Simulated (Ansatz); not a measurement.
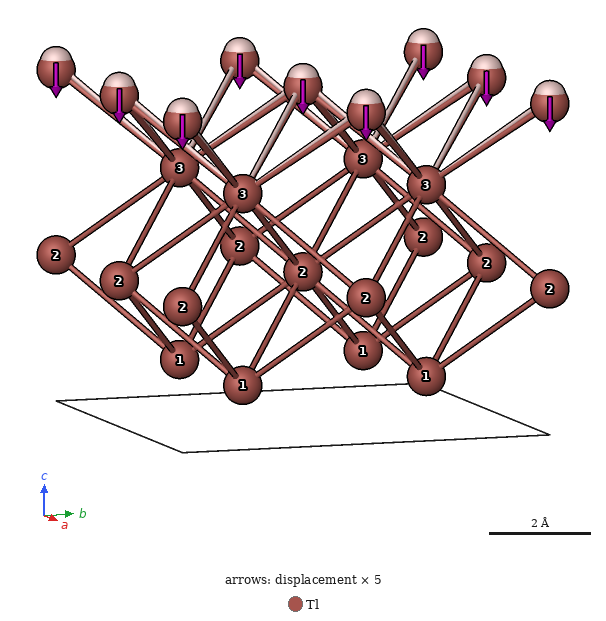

This is a constrained relaxation of a slab of composition Tl (cut from the Im-3m phase). The starting structure is drawn faded, the final one solid; purple arrows show the displacements, magnified 5 times.

Style: ball-and-stick. Shown: the 2 × 2 repeat of the cell, outlined in the plane, without the vacuum, slightly off an axis.

Case: clean slab, lower half held. The slab is the (1 0 0) face of Tl. 2 atoms are held fixed.

The calculation used DFT PBEsol, scalar-relativistic, plane waves, PAW (Ansatz). Settings: plane-wave cutoff 420 eV; k-point mesh 8 × 8 × 1; occupations gaussian; smearing width 0.1 eV; no spin polarisation; dipole correction; atoms relaxed in a fixed cell; force threshold 0.03 eV/Å; at most 70 steps.

> What happened in the run?

The energy falls by 15.3 meV per cell of the calculation in 2 geometry steps. The largest force component goes from 0.22 to 0.0084 eV/Å. A Tl atom moves most: 0.15 Å along the normal (−c). The lattice vectors keep their values. Among the contacts that change: Tl–Tl 3.335 → 3.259 Å, Tl–Tl 3.335 → 3.329 Å. Among the angles between lasting bonds that change: Tl–Tl–Tl 109.5° → 113.4°. The run took of the order of 50 core-seconds on a shared host.
